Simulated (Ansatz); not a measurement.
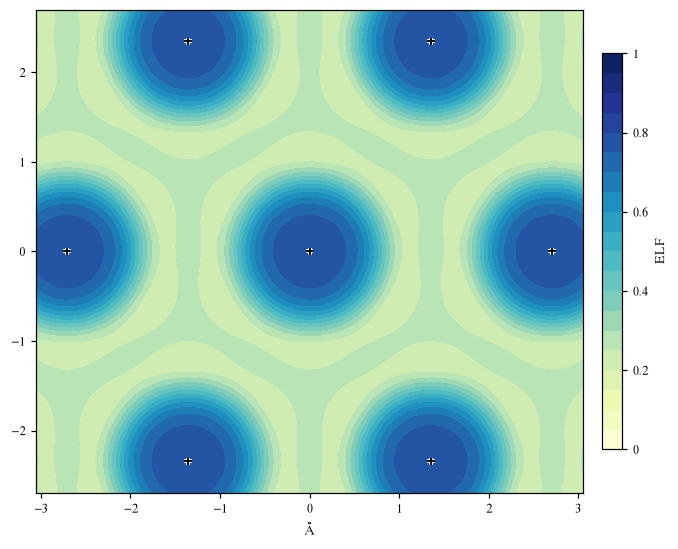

The electron localisation function on a plane through atoms (crosses mark nuclei in the plane).

Computed with DFT PBE, scalar-relativistic, plane waves, PAW in Ansatz.

Candidates:
A. MgS, a = 3.68 Å, b = 3.68 Å, c = 5.20 Å, α = 90.00°, β = 90.00°, γ = 90.00°. Space group I4mm; changed on purpose from its base cell (all S atoms moved +0.175 Å, as atom 2 towards its neighbour atom 1 (Mg) at 2.602 A); not relaxed (largest force 0.6 eV/Å); computed pressure about 2 GPa in this cell.
B. Rh, a = 2.71 Å, b = 2.71 Å, c = 14.27 Å, α = 90.00°, β = 90.00°, γ = 120.00°. Space group P-3m1; not relaxed (largest force 0.5 eV/Å); computed pressure about −5 GPa in this cell; computed without spin polarisation.
C. NaCl, a = 3.68 Å, b = 3.68 Å, c = 5.44 Å, α = 90.00°, β = 90.00°, γ = 90.00°. Space group I4/mmm; changed on purpose from its base cell (strain -0.080 along x and y, -0.040 along z, atoms carried along); computed pressure about 9 GPa in this cell.

Which system is this?

Candidate B: Rh on the (001) plane of the conventional cell, which holds Rh. Rh–Rh (2.71 Å): the ELF is about 0.25 at the midpoint (no localised pair shows between them).
